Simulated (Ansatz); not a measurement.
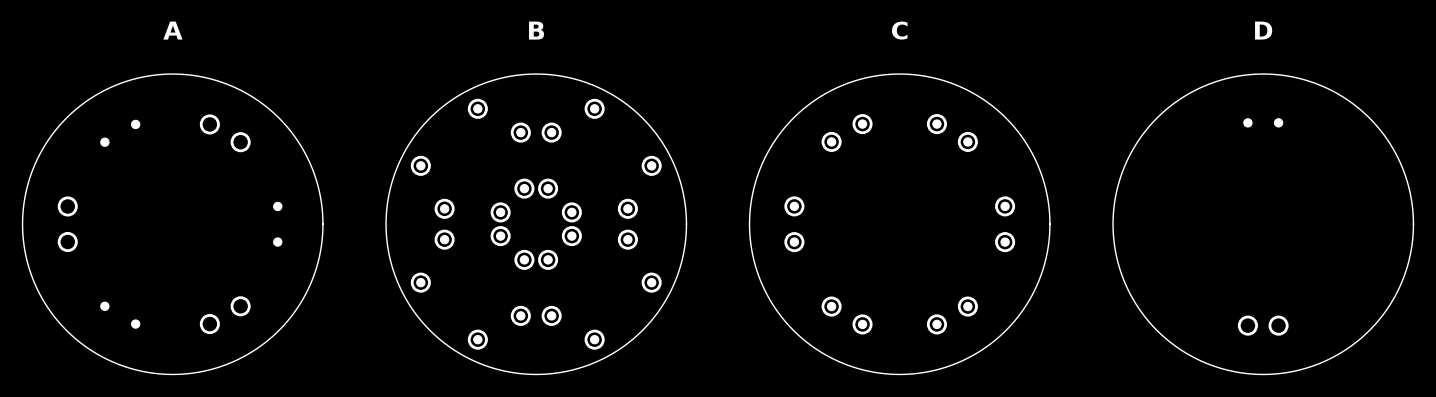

Stereographic projection: filled dots lie in the upper hemisphere, open rings in the lower. Each shows the poles of one general form. The c axis points at the viewer. Computed from the symmetry of the structures below (computed or model cells, partly hypothetical).

> Match each stereogram to its crystal.
1. Ni, No. 225, Fm-3m
2. MoS2, No. 194, P6₃/mmc
3. CuO, No. 15, C2/c
4. Ti2O, No. 164, P-3m1

A is 4 (point group -3m); B is 1 (point group m-3m); C is 2 (point group 6/mmm); D is 3 (point group 2/m).
